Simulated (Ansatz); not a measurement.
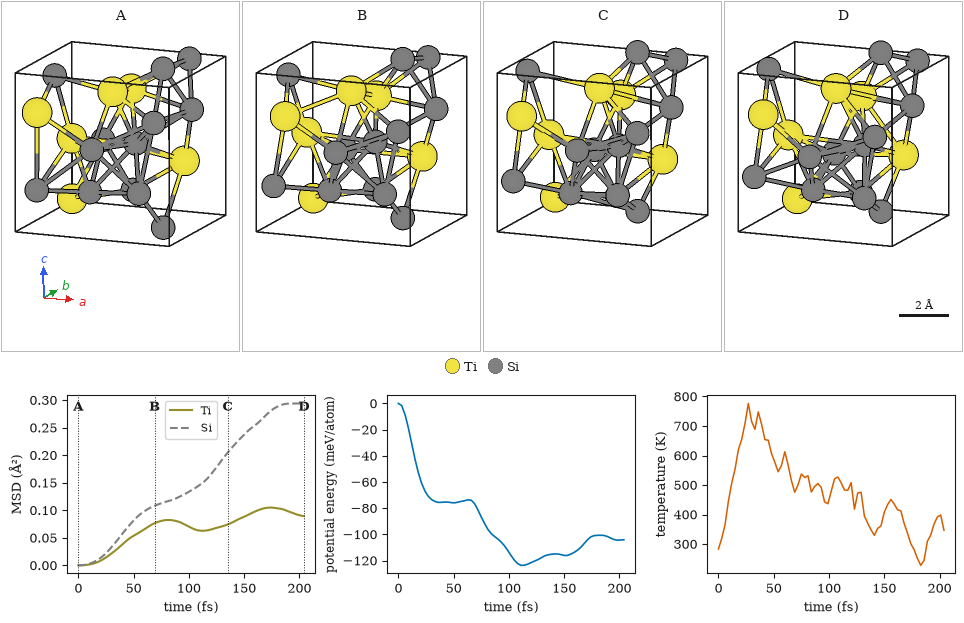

A Born-Oppenheimer molecular dynamics run of an amorphous cell of composition TiSi$_{2}$ (18 atoms in the cell), 204 fs long. It starts from the last geometry of an earlier run, with fresh velocities. Frames (A at 0 fs, B at 69 fs, C at 135 fs, D at 204 fs) and the history of the run. A ball-and-stick model of the simulation cell, seen slightly off an axis. Bonds to atoms that aren't drawn are left out.

These are results of DFT PBE, scalar-relativistic, plane waves, PAW in Ansatz, not measurements. Settings: plane-wave cutoff 420 eV; k-point mesh 1 × 1 × 1; Fermi-Dirac smearing 0.05 eV; volume 1.12 times that of the relaxed crystal; set temperature 300 K; time step 3 fs.

Input file:
```yaml
crystal:
  lattice:
    - [6.663251, 0.246085, -0.094535]
    - [0.246085, 6.448499, -0.008168]
    - [-0.094535, -0.008168, 6.743254]
  atoms:
    - { symbol: Ti, position: [0.5317740647, 0.2758218026, 0.8764750474] }
    - { symbol: Ti, position: [0.4788320979, 0.7491259586, 0.7971236454] }
    - { symbol: Ti, position: [0.2131207961, 0.4222441547, 0.5248674395] }
    - { symbol: Ti, position: [0.7905519727, 0.8404398593, 0.3537227235] }
    - { symbol: Ti, position: [0.1391558129, 0.0084727328, 0.7621549302] }
    - { symbol: Ti, position: [0.1082328845, 0.7082577298, 0.0790739031] }
    - { symbol: Si, position: [0.4178934276, 0.9393913224, 0.1169387041] }
    - { symbol: Si, position: [0.595197053, 0.5097459377, 0.5110825382] }
    - { symbol: Si, position: [0.2815156654, 0.7859053011, 0.4509904025] }
    - { symbol: Si, position: [0.8948807753, 0.68630436, 0.7167656426] }
    - { symbol: Si, position: [0.1034156887, 0.0974500952, 0.2526902502] }
    - { symbol: Si, position: [0.3355028903, 0.4057197164, 0.2010619429] }
    - { symbol: Si, position: [0.467418215, 0.0825171291, 0.5430916648] }
    - { symbol: Si, position: [0.7812523544, 0.9534879484, 0.9736410975] }
    - { symbol: Si, position: [0.770683523, 0.5167872812, 0.9955788793] }
    - { symbol: Si, position: [0.8162844283, 0.2275531632, 0.7153689513] }
    - { symbol: Si, position: [0.1279261079, 0.3497710208, 0.9274399677] }
    - { symbol: Si, position: [0.7338708421, 0.1873857849, 0.2710192226] }
  symmetry: { detect: false }
basis:
  ecutwfc: 420
  xc_grid: 1
kpoints:
  mp_grid: { grid: [1, 1, 1], shift: [0.25, 0.25, 0.25] }
hamiltonian:
  xc: pbe
scf:
  occupations: { method: fermi_dirac, width: 0.05 }
  lower_state_search: "off"
  convergence: { dr2_threshold: 1.0e-05 }
output:
  forces: true
  stress: true
md:
  timestep: 3.0
  n_steps: 68
  ensemble: nvt_langevin
  friction: 0.015
  temperature: 300.0
  initial_velocities: maxwell_boltzmann
  seed: 51420
```

Run as
```bash
ansatz run input.yaml --threads 2 --pin off --max-ram 5120MiB --backend cpu --events-out ev --progress --plain --runs-dir out
```

### What do the frames and curves show?

Over the second half the temperature averages 393 K (spread ±80 K). That is above the set 300 K, because the structure releases potential energy faster than the thermostat removes it. The temperature is still falling (518 K in the second quarter, 345 K in the last), so the run isn't equilibrated. The potential energy is still drifting at the end, so the run hasn't reached equilibrium. The potential energy in the second half lies on average 112 meV per atom below the first frame. The first frame is far from relaxed (forces up to 3.9 eV/Å), so much of the motion is the structure settling. The mean pressure there is −4.4 GPa. Root-mean-square distances from the starting positions over the second half, with the common drift of all atoms taken out: Si 0.48 Å, Ti 0.29 Å. Against the typical shortest distance between atoms in the first frame, about 2.4 Å these are large excursions, but over 204 fs one can't yet tell strong vibration from the start of diffusion. Bond changes: one Si–Si bond breaks at about 135 fs; one Si–Si bond forms at about 135 fs.

Limits of the set-up: the periodic images lie only 6.5 Å apart, so the values are limited by the cell's size.

Cost: 3.9 min on 2 threads of AMD EPYC (Zen 3) (shared host), peak memory 0.47 GiB.
